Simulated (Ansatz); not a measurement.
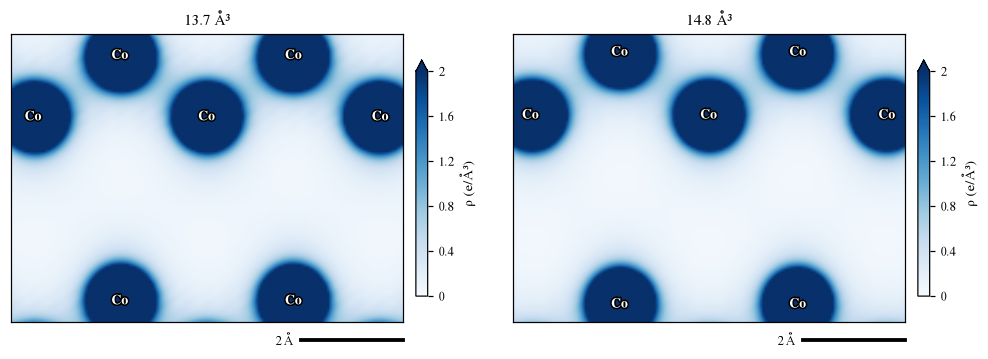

Co. The valence charge density (pseudo) of cells scaled evenly to different volumes (given per atom above each panel), on the (11̄0) plane of each (indices in the axes of the cell below), at one length scale and on one colour scale.

A generated structure, not necessarily the stable one; spin-polarised.

All numbers below come from Ansatz 0.2.0, DFT, PBEsol, plane waves (420 eV) with PAW, scalar-relativistic.

Core electrons are frozen (PAW), and the valence fields are smoothed inside the atomic spheres.

The largest cell:

```
Co
1.0
     0.00000    2.45709    2.45709
     2.45709    0.00000    2.45709
     2.45709    2.45709    0.00000
Co
2
Cartesian
  0.6143 0.6143 0.6143
  4.2999 4.2999 4.2999
```

| volume (Å³/atom) | Co–Co contact in the plane (Å) | ρ at its midpoint (e/Å³) | pressure (GPa) | largest moment (μB) | 
| --- | --- | --- | --- | --- |
| 13.69 | 2.072 | 0.745 | 6.3 | 0.21 | 
| 14.26 | 2.100 | ? | ? | ? | 
| 14.83 | 2.128 | 0.670 | −4.9 | 0.47 | 

> Estimate the missing row, and compare with the calculation.

Over the known rows ln ρ falls by 1.89 per Å of Co–Co distance (the line through the two), which gives 0.707 e/Å³ at 2.100 Å; the calculation gives 0.708 e/Å³. For the pressure, a straight line in volume between the neighbouring rows gives 0.7 GPa; the calculation gives −0.1, lower because pressure rises ever faster on compression. For the largest moment, a straight line in volume between the neighbouring rows gives 0.34 μB; the calculation gives 0.33.
